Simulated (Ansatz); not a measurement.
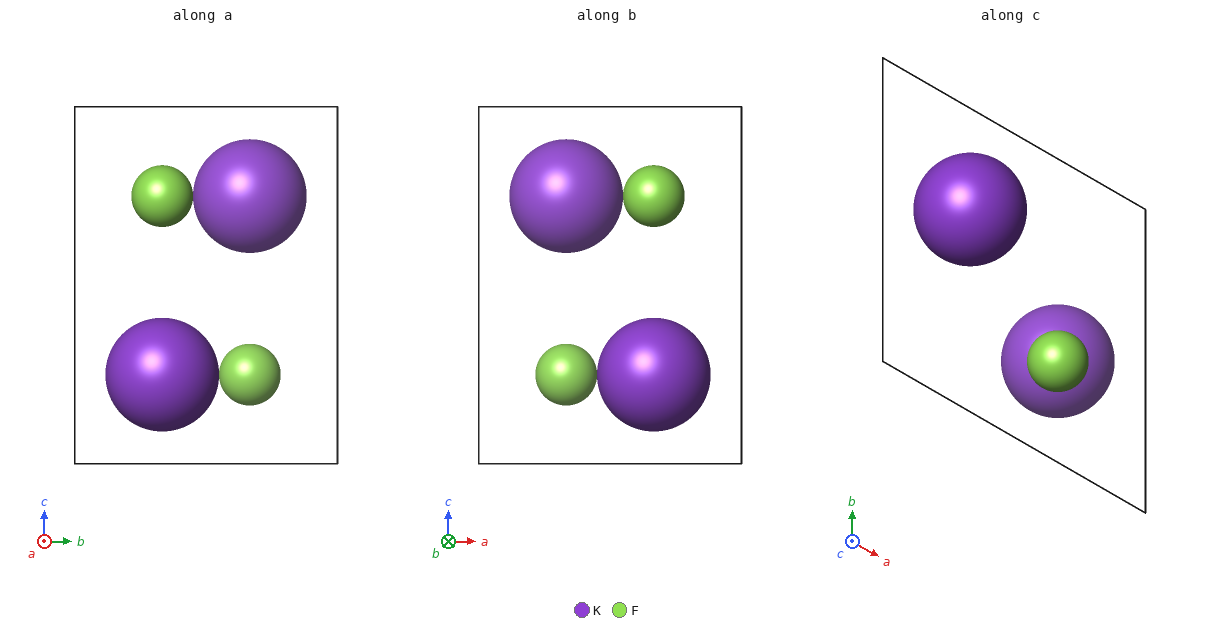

Crystal structure, spheres-only style, seen along the a axis, along the b axis and along the c axis. The wireframe shows the conventional unit cell.

Lattice parameters: a = 4.3527 Å, b = 4.3527 Å, c = 5.1209 Å, α = 90.000°, β = 90.000°, γ = 120.000°.

Convert the drawing into a CIF with its space group and independent sites.

```cif
data_structure
_symmetry_space_group_name_H-M 'P 63/m m c'
_symmetry_Int_Tables_number 194
_cell_length_a 4.3527
_cell_length_b 4.3527
_cell_length_c 5.1209
_cell_angle_alpha 90.000
_cell_angle_beta 90.000
_cell_angle_gamma 120.000
_cell_volume 84.02
loop_
_atom_site_label
_atom_site_type_symbol
_atom_site_symmetry_multiplicity
_atom_site_Wyckoff_symbol
_atom_site_fract_x
_atom_site_fract_y
_atom_site_fract_z
_atom_site_occupancy
K1 K 2 d 0.3333 0.6667 0.7500 1
F1 F 2 c 0.3333 0.6667 0.2500 1
```

Provenance: a structure type filled with these elements by a generator (whether the compound takes this form wasn't checked). Cell shown after relaxation with DFT, LDA, plane waves, PAW (Ansatz).
